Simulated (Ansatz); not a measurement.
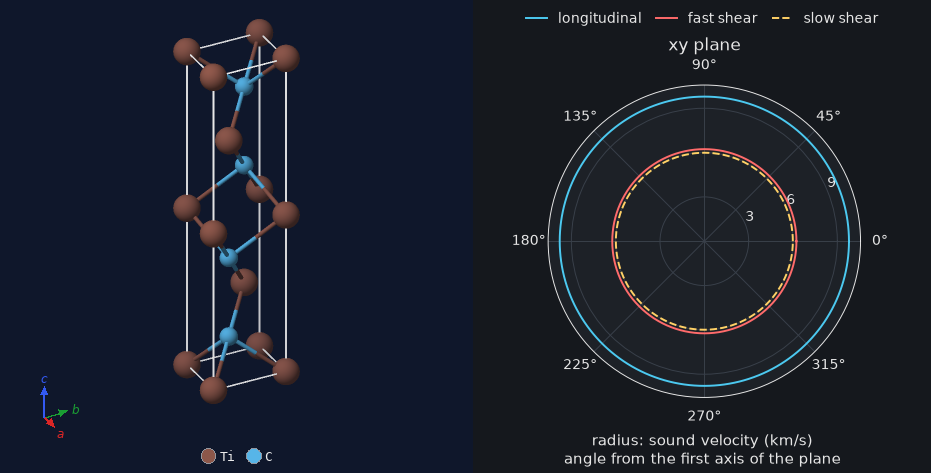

Computed with Ansatz 0.2.0: elastic stress-strain coefficients at zero temperature from small strains of the given cell, Voigt order xx yy zz yz xz xy, Cartesian axes of the cell vectors; plane waves with PAW datasets, Γ-centred k mesh. Level: PBE, no spin polarisation.

wave cutoff 420 eV; k mesh 12×12×4; occupations Fermi–Dirac; smearing width 0.15 eV; ions relaxed; strain amplitude 0.005.

Starting cell:
```yaml
crystal:
  lattice:
    - [3.09938, 0.00000, 0.00000]
    - [-1.54969, 2.68414, 0.00000]
    - [0.00000, 0.00000, 9.80020]
  atoms:
    - { symbol: Ti, position: [0.66667, 0.33333, 0.75000] }
    - { symbol: Ti, position: [0.00000, 0.00000, 0.00000] }
    - { symbol: Ti, position: [0.33333, 0.66667, 0.25000] }
    - { symbol: Ti, position: [0.00000, 0.00000, 0.50000] }
    - { symbol: C, position: [0.33333, 0.66667, 0.87558] }
    - { symbol: C, position: [0.66667, 0.33333, 0.12442] }
    - { symbol: C, position: [0.66667, 0.33333, 0.37558] }
    - { symbol: C, position: [0.33333, 0.66667, 0.62442] }
```

Caption: Sound velocities against the direction of travel in the xy plane, from the elastic constants and the density for TiC, space group P6_3/mmc (No. 194) (cell built by us, not taken from a database). The cell is drawn beside the plot.

Along x the longitudinal wave runs at 9.79 km/s and the transverse ones at 6.23 and 5.99 km/s; along y the longitudinal wave runs at 9.79 km/s and the transverse ones at 6.23 and 5.99 km/s; along z the longitudinal wave runs at 8.93 km/s and the transverse ones at 6.23 and 6.23 km/s; along x + y they run at 9.79, 6.23 and 5.99 km/s (density 4.88 g/cm³). Over all directions E runs from 296 to 443 GPa, a ratio of 1.50. E is 392 GPa along x, 392 GPa along y and 296 GPa along z, and 443 GPa along the body diagonal x + y + z. The Hill averages are K = 246 GPa and G = 166 GPa, Poisson's ratio 0.22; K/G = 1.48, below Pugh's empirical 1.75, a sign of brittle behaviour.

Keep in mind: metal sensitive to the k mesh.

Input of the run:
```
crystal:
  lattice:
    - [3.099382537, -2.89e-08, 0.0]
    - [-1.5496912435, 2.6841440275, 0.0]
    - [0.0, 0.0, 9.8002013775]
  atoms:
    - { symbol: Ti, position: [0.6666666667, 0.3333333333, 0.75] }
    - { symbol: Ti, position: [0.0, 0.0, 0.0] }
    - { symbol: Ti, position: [0.3333333333, 0.6666666667, 0.25] }
    - { symbol: Ti, position: [0.0, 0.0, 0.5] }
    - { symbol: C, position: [0.3333333333, 0.6666666667, 0.8755775903] }
    - { symbol: C, position: [0.6666666667, 0.3333333333, 0.1244224097] }
    - { symbol: C, position: [0.6666666667, 0.3333333333, 0.3755775903] }
    - { symbol: C, position: [0.3333333333, 0.6666666667, 0.6244224097] }
basis:
  ecutwfc: 420
kpoints:
  mp_grid: { grid: [12, 12, 4] }
hamiltonian:
  xc: pbe
scf:
  occupations: { method: fermi_dirac, width: 0.15 }
output:
  forces: true
  stress: true
  eigenvalues: true
elastic:
  mode: relaxed_ion
  amplitude: 0.005
  stencil: two_point
```

Command:
```bash
ansatz run input.yaml --threads 4 --pin off --max-ram 8192MiB --backend cpu --events-out ev --progress --plain --runs-dir out
```
